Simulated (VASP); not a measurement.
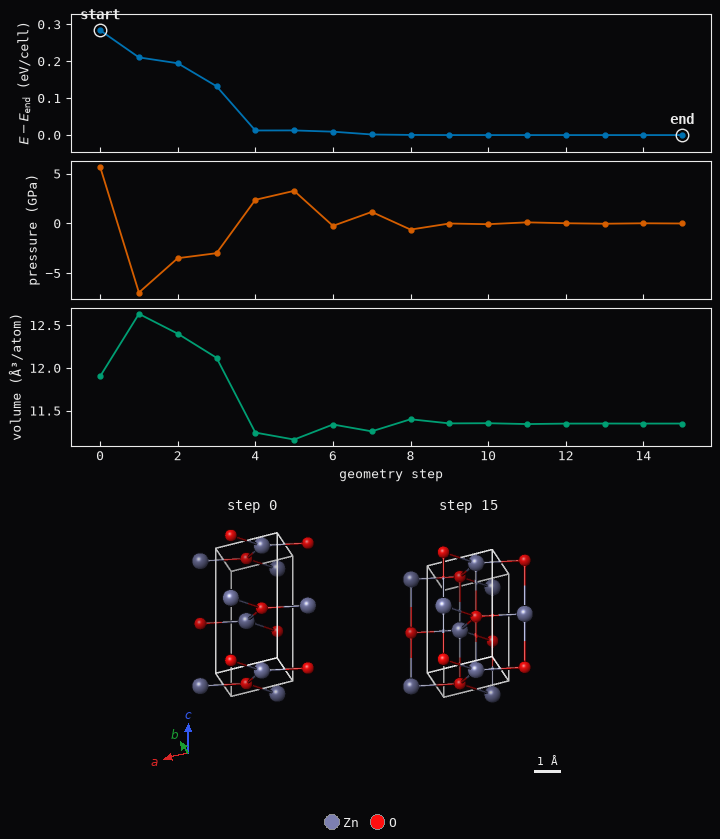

First and last geometry of a relaxation of a crystal of ZnO (a generated structure, set up in P6_3/mmc), with the history of the run. A ball-and-stick model of the cell of the calculation, seen from a free direction.

The run lets cell and atoms move.

These are results of VASP 6.6.1, Kohn-Sham DFT of a periodic cell, PBEsol, VASP PAW PBE potentials, recommended, not measurements.

The input:
```
ALGO = Fast
EDIFF = 1E-7
EDIFFG = -0.002
ENCUT = 600
GGA = PS
IBRION = 2
ISIF = 3
ISMEAR = 0
LASPH = True
LCHARG = False
LREAL = False
LWAVE = False
NELM = 100
NSW = 100
PREC = Accurate
SIGMA = 0.02
```

Command:
```bash
cat potpaw_PBE.64/Zn/POTCAR potpaw_PBE.64/O/POTCAR > POTCAR
mpirun -np 1 vasp_std > vasp.out
```

> Did the run converge, and what did it change?

It converged. The energy falls by 0.284 eV per cell of the calculation in 15 geometry steps. All forces vanish by symmetry, so only the cell relaxes. Pressure: 5.69 GPa at the start and 0.00 GPa at the end. The atoms keep their places relative to the cell (all moves are under 0.005 Å). The volume changes by −4.6 %, with a = b 3.250 → 3.431 Å (+5.6 %), c 5.205 → 4.455 Å (−14.4 %). Some distances before and after: O–Zn 2.603 → 2.227 Å, O–Zn 1.876 → 1.981 Å. The space group stays P6_3/mmc (No. 194). It ran on 1 thread of Intel(R) Xeon(R) Platinum 8559C (Emerald Rapids), on a shared host.

```
step  E − E(0), meV/atom  pressure, GPa  volume, Å³/atom
   0                0.00           5.69           11.903
   1              -18.34          -6.94           12.634
   2              -22.31          -3.49           12.402
   3              -37.89          -2.99           12.120
   4              -67.88           2.38           11.245
   5              -67.83           3.28           11.163
   6              -68.68          -0.24           11.339
   7              -70.59           1.16           11.259
   8              -70.89          -0.61           11.401
   9              -70.99           0.00           11.352
  10              -70.99          -0.07           11.355
  11              -70.99           0.11           11.345
  12              -70.99           0.02           11.350
  13              -70.99          -0.02           11.351
  14              -70.99           0.02           11.350
  15              -70.99           0.00           11.351
```

Limits of the set-up: layers or molecules are held without a dispersion correction, so their spacing is unreliable.
